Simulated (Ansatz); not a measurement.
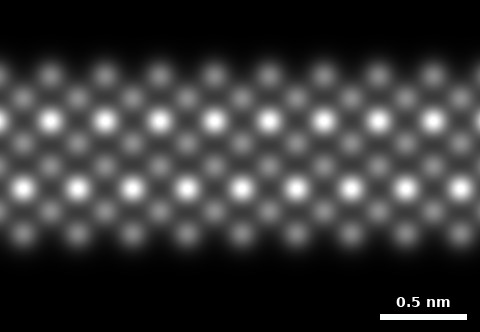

Cross-section of a (001) slab of Si2Mo (I4/mmm) with overall composition Si3Mo, seen along a direction in its plane, the normal pointing up. Simulated as the projected potential of neutral atoms (B = 0.5 Å²) blurred by a 1.04 Å probe, the thin-sample limit of integrated differential phase contrast. Atomic positions: the geometry relaxed in a fixed cell with DFT PBEsol, scalar-relativistic, plane waves, PAW (Ansatz 0.2.0).

Q: How many atomic planes does the slab have, and what do they hold from top to bottom?

A: 8 planes (atoms within 0.35 Å in height count as one plane):

```tsv
plane	content	depth below the top plane (Å)
1	Si	0.0
2	Si	1.3
3	Mo	2.6
4	Si	3.9
5	Si	5.3
6	Mo	6.6
7	Si	7.9
8	Si	9.2
```

Q: How thick is it, and how does it end on either side?

A: The outermost planes are 9.2 Å apart. The upper face ends in Si and the lower in Si, so the sequence of planes is the same from both sides.
